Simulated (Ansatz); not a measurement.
# CoSi2/Si/CoSi2: predicting the conductance of a thicker barrier

Set-up. Ansatz 0.2.0, plane waves with PAW datasets, PBE. Interfaces are relaxed in a short slab (with D3(BJ) where the barrier is layered), set between ideal electrode layers that go on as semi-infinite leads, and the zero-bias conductance G at 300 K comes from T(E) on a typed mesh. The error is the largest of the program's estimates from energy step, mesh, the leads' potential steps and neutrality; its separate bound for narrow resonances between the energies solved isn't counted and can be far larger. The lower electrode is CoSi2 (fluorite 111 turned by 180 degrees  type B), the upper CoSi2 (fluorite 111 turned by 180 degrees  type B) and the barrier Si (diamond 111), on a net of side 3.829 Å; d is the distance between the electrodes' last planes.

What is known so far:

```
planes in the barrier  d (Å)  G (S/m²)  error (%)  lead step (meV)
                    4   8.74   1.73e14          9                6
                    6  11.91   7.99e13         13                6
                    8  15.09   2.82e13         13                6
                   12  21.43   5.31e12         14                6
```

Q: A further run has 14 planes, d = 24.61 Å. Fit G ∝ exp(−βd) to the rows shown and predict its conductance.

Working: Take y = ln G: 32.78, 32.01, 30.97 and 29.30. The means are d = 14.29 Å and y = 31.27; Σ(Δd Δy) = −24.47 and Σ(Δd)² = 88.09, so the slope is −0.278 Å⁻¹ (β = 0.278 Å⁻¹). At d = 24.61 Å, y = 31.27 − 0.278 × 10.32 = 28.40, or G = 2.16e12 S/m².

What the calculation gave: The run gave 2.41e12 S/m², with an error estimate of 12 % and a lead step of 6 meV. The prediction is 0.896 times that, too low by 10 %. That lies within the runs' own error estimates, carried through the fit.

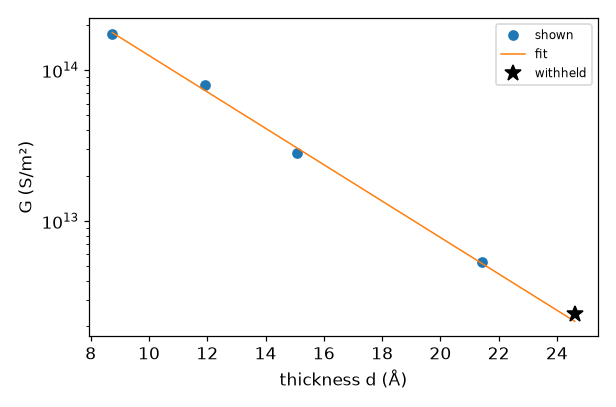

Fit and withheld run.

Caveats: The interfaces are ideal, one cell wide, strained to a common net and relaxed from one registry with their symmetry kept. PBE's gaps are too small, so true decay constants are likely larger where the Fermi level lies deep in a gap. No spin-orbit coupling, phonons, disorder or image charges enter. The rows shown are chosen by tests on error estimates (under 100 to 120 %), lead steps (under 150 meV, though the program warns over 25), intact interfaces and, for fits, a steady trend in the rows shown; the data set holds 414 series of this kind, and not all pass.

[Logs are printed without paths, hosts, clocks, repeated set-up lines and the standing remarks that a program may print on its own settings, such as how far it seeks lower states.]
